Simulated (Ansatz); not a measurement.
## Band-structure calculation of PtSe₄ (part 2 of 2)

The same run, continued: PtSe₄ (slab, 5 atoms in the cell); DFT PBEsol, spin-orbit coupling, plane waves, PAW (Ansatz 0.2.0); cutoff 420 eV, 9×9×1 k-mesh, Gaussian smearing of 0.1 eV. The structure derives from an entry of the Crystallography Open Database. It belongs to a series of runs on one base structure; here: bands of the relaxed slab with spin-orbit coupling.

Geometry of the input (Å; fractional positions):
```
3.7603  0.0000  0.0000
-1.8802  3.2565  0.0000
0.0000  0.0000  22.1900
Se 0.3333  0.6667  0.3591
Se 0.6667  0.3333  0.4370
Pt 0.0000  0.0000  0.5000
Se 0.3333  0.6667  0.5630
Se 0.6667  0.3333  0.6409
```

### Log, continued
```
  k-point 0: bands = ["-97.2864", "-97.2864", "-62.6598", "-62.6598", "-48.4693", "-48.4693", "-48.4675", "-48.4675", "-48.4552", "-48.4552", "-48.4501", "-48.4501", "-47.6949", "-47.6949", "-47.6440", "-47.6440", "-47.5741", "-47.5741", "-47.5733", "-47.5733", "-47.5666", "-47.5666", "-47.5516", "-47.5516", "-47.5348", "-47.5348", "-47.5311", "-47.5311", "-47.2519", "-47.2519", "-47.2519", "-47.2519", "-47.2407", "-47.2407", "-47.2407", "-47.2407", "-46.3595", "-46.3595", "-46.3594", "-46.3594", "-46.3498", "-46.3498", "-46.3498", "-46.3498", "-46.3451", "-46.3451", "-46.3451", "-46.3451", "-14.6203", "-14.6203", "-13.8877", "-13.8877", "-11.1150", "-11.1150", "-10.3670", "-10.3670", "-4.7445", "-4.7445", "-4.6149", "-4.6149", "-4.3680", "-4.3680", "-2.3010", "-2.3010", "-2.0473", "-2.0473", "-1.6956", "-1.6956", "-1.1434", "-1.1434", "-0.9582", "-0.9582", "-0.8675", "-0.8675", "-0.0047", "-0.0047", "0.3263", "0.3263", "0.3873", "0.3873", "0.9247", "0.9247", "1.3618", "1.3618", "1.5007", "1.5007", "2.9460", "2.9460", "3.0573", "3.0573", "5.2372", "5.2372", "5.8034", "5.8034", "6.3842", "6.3842", "6.5426", "6.5426", "7.2283", "7.2283", "7.9425", "7.9425", "8.2587", "8.2587", "8.6326", "8.6326", "8.7125", "8.7125", "9.0710", "9.0710", "9.5666", "9.5666", "10.0697", "10.0697"]
  k-point 1: bands = ["-97.2863", "-97.2863", "-62.6600", "-62.6600", "-48.4692", "-48.4692", "-48.4678", "-48.4678", "-48.4546", "-48.4546", "-48.4503", "-48.4503", "-47.6946", "-47.6946", "-47.6459", "-47.6459", "-47.5736", "-47.5736", "-47.5732", "-47.5732", "-47.5656", "-47.5656", "-47.5519", "-47.5519", "-47.5350", "-47.5350", "-47.5319", "-47.5319", "-47.2519", "-47.2519", "-47.2518", "-47.2518", "-47.2407", "-47.2407", "-47.2407", "-47.2407", "-46.3594", "-46.3594", "-46.3594", "-46.3594", "-46.3498", "-46.3498", "-46.3498", "-46.3498", "-46.3451", "-46.3451", "-46.3451", "-46.3451", "-14.4924", "-14.4924", "-13.7979", "-13.7979", "-11.0633", "-11.0633", "-10.4284", "-10.4284", "-4.7223", "-4.7223", "-4.6259", "-4.6259", "-4.3694", "-4.3694", "-2.7472", "-2.7472", "-2.3878", "-2.3878", "-1.7167", "-1.7167", "-1.4780", "-1.4780", "-1.0193", "-1.0193", "-0.7306", "-0.7306", "-0.6313", "-0.6313", "0.1139", "0.1139", "0.7130", "0.7130", "0.9819", "0.9819", "1.4141", "1.4141", "1.8781", "1.8781", "2.7706", "2.7706", "3.0484", "3.0484", "5.7290", "5.7290", "6.1678", "6.1678", "6.4052", "6.4052", "6.6821", "6.6821", "7.2113", "7.2113", "7.9262", "7.9262", "8.3846", "8.3846", "8.5094", "8.5094", "8.6975", "8.6975", "9.0081", "9.0081", "9.6209", "9.6209", "9.9966", "9.9966"]
  k-point 2: bands = ["-97.2863", "-97.2863", "-62.6604", "-62.6604", "-48.4694", "-48.4694", "-48.4679", "-48.4679", "-48.4531", "-48.4531", "-48.4507", "-48.4507", "-47.6939", "-47.6939", "-47.6503", "-47.6503", "-47.5735", "-47.5735", "-47.5721", "-47.5721", "-47.5633", "-47.5633", "-47.5526", "-47.5526", "-47.5401", "-47.5401", "-47.5294", "-47.5294", "-47.2518", "-47.2518", "-47.2518", "-47.2518", "-47.2407", "-47.2407", "-47.2407", "-47.2407", "-46.3593", "-46.3593", "-46.3593", "-46.3593", "-46.3498", "-46.3498", "-46.3498", "-46.3498", "-46.3451", "-46.3451", "-46.3451", "-46.3450", "-14.1286", "-14.1286", "-13.5479", "-13.5479", "-10.9618", "-10.9618", "-10.6050", "-10.6050", "-4.8656", "-4.8656", "-4.6757", "-4.6757", "-4.3177", "-4.3177", "-3.7134", "-3.7134", "-2.7428", "-2.7428", "-2.2101", "-2.2101", "-1.8806", "-1.8806", "-1.1849", "-1.1849", "-0.6962", "-0.6962", "-0.5667", "-0.5667", "-0.2145", "-0.2145", "-0.0846", "-0.0846", "1.1325", "1.1325", "1.4576", "1.4576", "1.7974", "1.7974", "3.0760", "3.0760", "3.2849", "3.2849", "5.7783", "5.7783", "6.6423", "6.6423", "6.8147", "6.8147", "7.0236", "7.0236", "7.8069", "7.8069", "7.9536", "7.9536", "8.3697", "8.3697", "8.7699", "8.7699", "8.9947", "8.9947", "9.2815", "9.2815", "10.0496", "10.0496", "10.4691", "10.4691"]
  k-point 11: bands = ["-97.2862", "-97.2862", "-62.6612", "-62.6612", "-48.4698", "-48.4698", "-48.4680", "-48.4680", "-48.4521", "-48.4521", "-48.4497", "-48.4497", "-47.6916", "-47.6916", "-47.6604", "-47.6604", "-47.5727", "-47.5727", "-47.5660", "-47.5660", "-47.5637", "-47.5637", "-47.5585", "-47.5585", "-47.5431", "-47.5431", "-47.5272", "-47.5272", "-47.2518", "-47.2518", "-47.2516", "-47.2516", "-47.2408", "-47.2408", "-47.2407", "-47.2407", "-46.3591", "-46.3591", "-46.3590", "-46.3590", "-46.3499", "-46.3499", "-46.3498", "-46.3498", "-46.3450", "-46.3450", "-46.3449", "-46.3449", "-12.7452", "-12.7452", "-12.7077", "-12.7077", "-11.2210", "-11.2210", "-11.2168", "-11.2168", "-5.5468", "-5.5468", "-4.7349", "-4.7349", "-4.6789", "-4.6789", "-4.2023", "-4.2023", "-4.1117", "-4.1117", "-3.9679", "-3.9679", "-1.9389", "-1.9389", "-1.7088", "-1.7088", "-0.9591", "-0.9591", "-0.8313", "-0.8313", "-0.4620", "-0.4620", "-0.3567", "-0.3567", "0.3838", "0.3838", "1.2635", "1.2635", "1.2930", "1.2930", "3.5474", "3.5474", "3.6312", "3.6312", "6.0222", "6.0222", "8.6419", "8.6419", "8.8254", "8.8254", "8.8891", "8.8891", "9.2310", "9.2310", "9.2797", "9.2797", "9.3378", "9.3378", "9.4285", "9.4285", "10.2015", "10.2015", "10.3981", "10.3981", "10.4499", "10.4499", "11.2882", "11.2882"]
--- Löwdin populations: 5 sites ---
  site symbol       q [e]
     0     Se     16.0939
     1     Se     15.8810
     2     Pt     17.7453
     3     Se     15.8810
     4     Se     16.0939
  spilling = 0.003719 (of n_electrons = 82.000000)
```

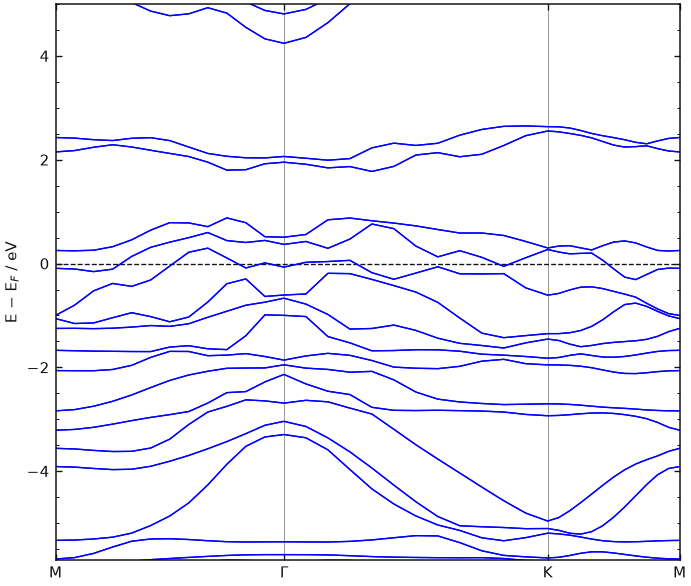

Band structure along M–Γ–K–M, with energies from the Fermi level. Bands cross the Fermi level: a metal at this level of theory.

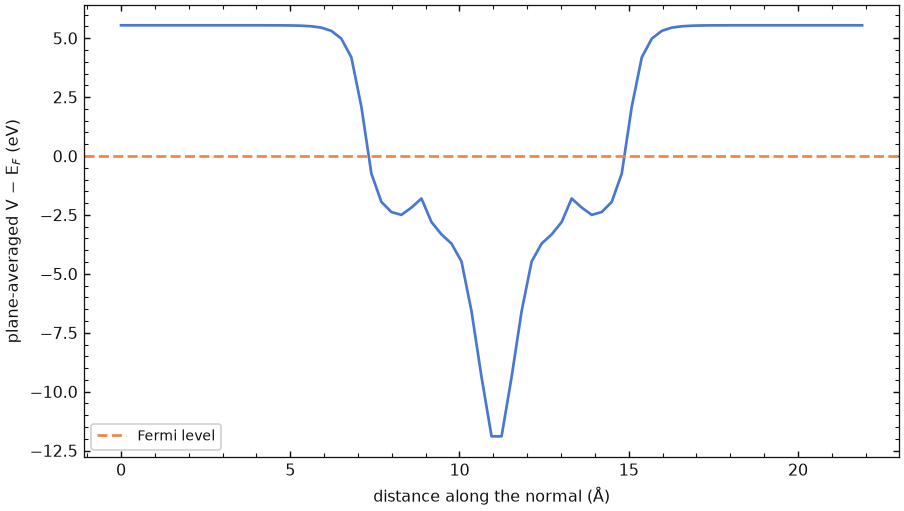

Plane average of the electrostatic potential energy of an electron across the cell, from the Fermi level. The vacuum level lies 5.55 eV above the Fermi level.

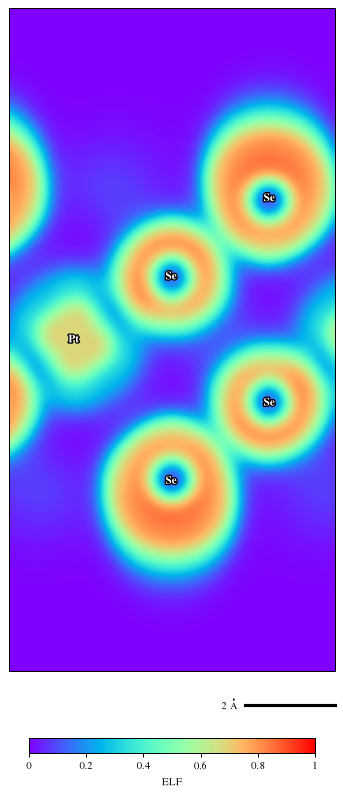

ELF on the (110) plane of the calculation cell, a cut from vacuum to vacuum. The plane passes through Se and Pt nuclei. Pt–Se (2.58 Å): the ELF is about 0.40 at the midpoint. Se–Se (2.78 Å): the ELF peaks at about 0.80 between the atoms. The strong features right at Pt lie inside the PAW spheres (semicore, d or f shells) and say nothing about bonding. Core electrons are frozen (PAW), so the fields are smoothed inside the atomic spheres.

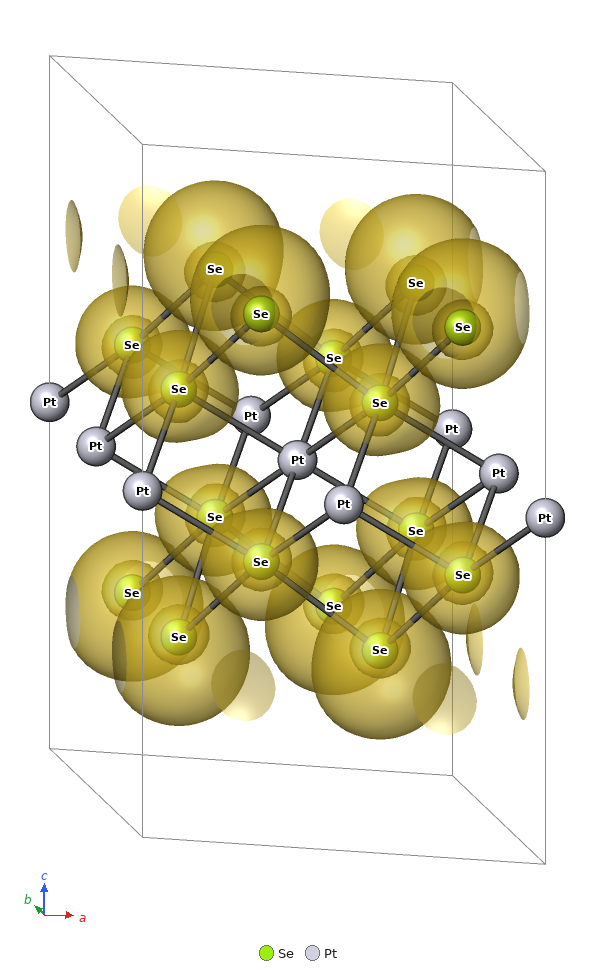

Isosurface of the ELF at 0.65 (yellow), seen slightly off an axis. Core shells and regions of very low density are left out. Sticks mark near contacts. Counts are for one cell; the picture repeats the cell along the surface. Along the contacts the grid gives the following. Pt–Se (2.58 Å): the ELF is about 0.40 at the midpoint. Se–Se (2.78 Å): the ELF peaks at about 0.80 between the atoms.

### Summary

- outcome: converged
- electrons treated: 82
- free energy: −34113.9289 eV
- work function, top face: 5.55 eV
- work function, bottom face: 5.55 eV
- Fermi energy: 0.993 eV
- gap on the k-point mesh: none (metallic)
- net moment of the cell: 0.00 μB
- integrated absolute moment: 0.00 μB
- work function (upper face): 5.55 eV
- largest force (length of the vector): 0.047 eV/Å
- wall time: 4.2 min (CPU time 8.4 min)
- peak memory: 2 GiB

### Remarks

Warnings of the run: the exchange-correlation potential is rough where the density is thin.
